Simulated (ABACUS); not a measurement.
# Pt: 7 runs along one coordinate

System: Pt (1 atom in the cell).
Method: Kohn-Sham DFT of a periodic cell, PBE, PseudoDojo NC SR 0.4.1 PBE standard, no spin polarisation (ABACUS 3.10.1).

The 7 runs differ only in the geometry, by an even scaling of the cell at fixed fractional positions. The structure derives from an entry of the Crystallography Open Database.

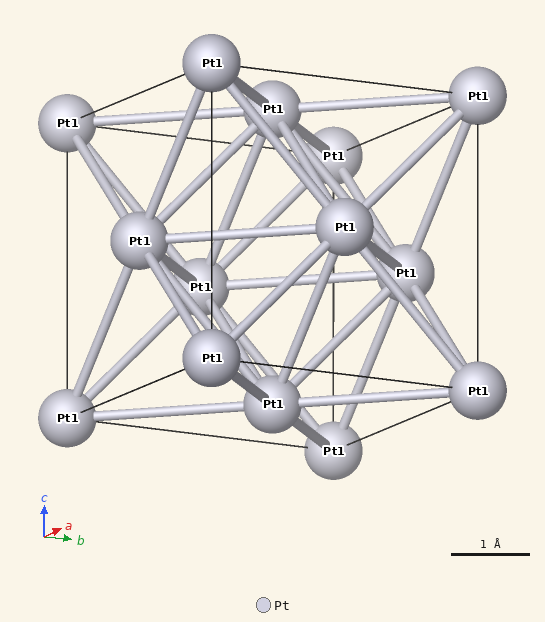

Figure 1. The structure of run 4 (ball-and-stick view of the cell 4 times as large as that of the calculation, set on its symmetry axes, seen at an oblique angle; atoms are numbered from 1 in the order of the input).

## Input file of run 4
```
INPUT_PARAMETERS
suffix              Pt
calculation         scf
basis_type          pw
pseudo_dir          ./
symmetry            1
dft_functional      pbe
ecutwfc             84
pseudo_rcut         10
nspin               1
nbands              13
ks_solver           dav
smearing_method     fd
smearing_sigma      0.00367493
scf_thr             1e-08
scf_nmax            100
mixing_type         broyden
mixing_beta         0.7
cal_force           1
cal_stress          1
kpar                4
```

## File STRU of run 4
```
ATOMIC_SPECIES
Pt 195.0840 Pt.upf

LATTICE_CONSTANT
1.8897261246

LATTICE_VECTORS
0.0000000000 1.9609000000 1.9609000000
1.9609000000 0.0000000000 1.9609000000
1.9609000000 1.9609000000 0.0000000000

ATOMIC_POSITIONS
Direct

Pt
0.0
1
0.0000000000 0.0000000000 0.0000000000 1 1 1
```

## File KPT of run 4
```
K_POINTS
0
Gamma
12 12 12 0 0 0
```

Command:
```bash
OMP_NUM_THREADS=1 mpirun -np 4 abacus > log
```

Lattice vectors (Å) and fractional positions of run 4:
```
   0.000000    1.960900    1.960900
   1.960900    0.000000    1.960900
   1.960900    1.960900    0.000000
Pt  0.000000  0.000000  0.000000
```

Run 5 differs from it as follows:
```diff
-0.0000000000 1.9609000000 1.9609000000
-1.9609000000 0.0000000000 1.9609000000
-1.9609000000 1.9609000000 0.0000000000
+0.0000000000 1.9738864712 1.9738864712
+1.9738864712 0.0000000000 1.9738864712
+1.9738864712 1.9738864712 0.0000000000
```

## Results, with one run withheld

| run | volume per atom (Å³) | free energy per atom, from the lowest run given (meV) | pressure (GPa) |
| --- | --- | --- | --- |
| 1 | 14.175 | 128.09 | 31.39 |
| 2 | 14.477 | 76.74 | 23.27 |
| 3 | 14.778 | 39.81 | 16.08 |
| 4 | 15.080 | 15.66 | 9.70 |
| 5 | 15.381 | ? | ? |
| 6 | 15.683 | 0.00 | −0.93 |
| 7 | 15.985 | 6.01 | −5.34 |

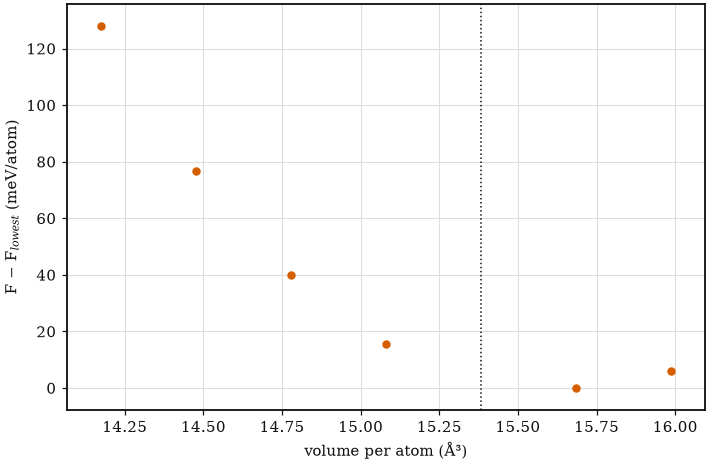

Figure 2. Free energy per atom of the runs given; the dotted line marks run 5.

What should run 5 give?

A cubic polynomial in V^(−2/3) (the Birch–Murnaghan form), fitted to the 6 runs given, misses them by at most 0.05 meV per atom. With x = V^(−2/3) − 0.16436 Å⁻², it reads F = 20.387 + 9547.7 x + 1.1261e+06 x² + 4.3538e+06 x³ (meV per atom). At run 5 it gives 2.83 meV per atom, and the run itself gives 2.83. The slope of the fit gives a pressure −dF/dV of 4.07 GPa there, and the run prints 4.06 GPa. The fit has its minimum at 15.623 Å³ per atom, where V d²F/dV² gives 250 GPa: the bulk modulus at this level, since symmetry fixes the shape and the positions.

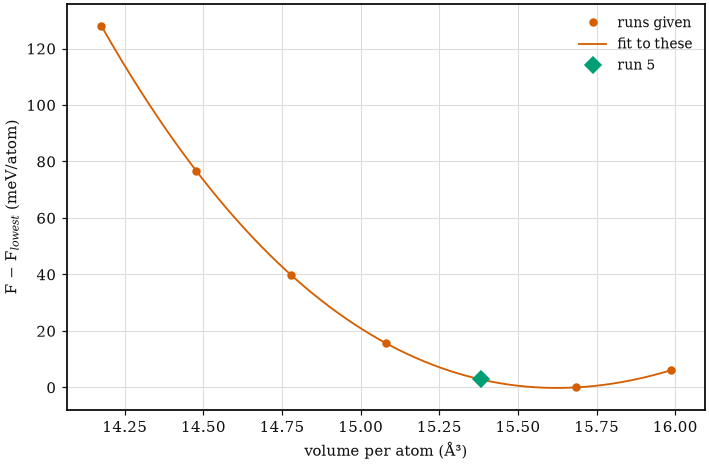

Figure 3. The fit and the withheld run.

## Some lines of the output (run 5)
```
[...]
                          Volume (Bohr^3) = 103.799
                             Volume (A^3) = 15.3814
 E_Fermi        1.7645625094         24.0081046048
 E_Fermi        1.6620586471         22.6134680110
 E_Fermi        1.6931588985         23.0366086393
 E_Fermi        1.6897272271         22.9899183539
 E_Fermi        1.6897845878         22.9906987863
 E_KS(sigma->0) -261.1847424549      -3553.6007280496
 E_Fermi        1.6898022420         22.9909389844
 final etot is -3553.608605 eV
 EFERMI = 22.990938984 eV
 TOTAL-PRESSURE: 40.581428 KBAR
 !FINAL_ETOT_IS -3553.6086050142530439 eV
```

Notes: Spin–orbit coupling is left out, which matters for Pt.
